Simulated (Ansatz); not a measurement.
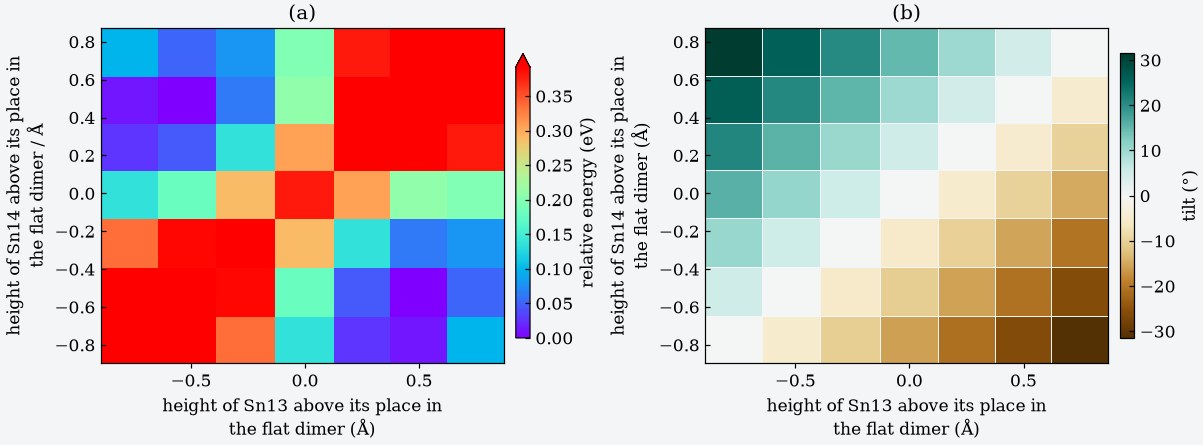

A Sn(100) slab cut from the Fd-3m phase, its lower face capped with 4 H atoms (18 atoms in the cell). Two atoms of the surface dimers are held at set heights. The first coordinate is: height of Sn13 above its place in the flat dimer; the second: height of Sn14 above its place in the flat dimer. Relaxed at each point: all atoms of the upper layers, but for the two heights. The scan uses a 7 × 7 grid; 28 points were computed and 21 follow by symmetry. Points are written as (first, second). Energies are in eV, from the lowest grid point. Theory: DFT PBEsol, scalar-relativistic, plane waves, PAW (Ansatz). Settings: cutoff 420 eV, k-mesh 6×3×1, gaussian smearing 0.05 eV, no spin polarisation.

Panel (a) is the energy and panel (b) the computed tilt on the same grid.

The picture shows one coloured cell a grid point, one colour for all values above the top of the scale.

### How does the tilt vary over the map, and what is it at the lowest grid point?

It runs from −31 ° at (0.746 Å, −0.771 Å) to 31 ° at (−0.771 Å, 0.746 Å). At the lowest grid point, (−0.522 Å, 0.497 Å), it is 21 °.

```tsv
second ↓, first →	−0.771	−0.522	−0.261	0.000	0.249	0.497	0.746
0.746	31	26	20	15	10	5	0
0.497	26	21	15	10	5	0	−5
0.249	21	16	10	5	0	−5	−10
0.000	16	11	5	0	−5	−10	−15
−0.261	10	5	0	−5	−10	−15	−20
−0.522	5	0	−5	−11	−16	−21	−26
−0.771	0	−5	−10	−16	−21	−26	−31
```
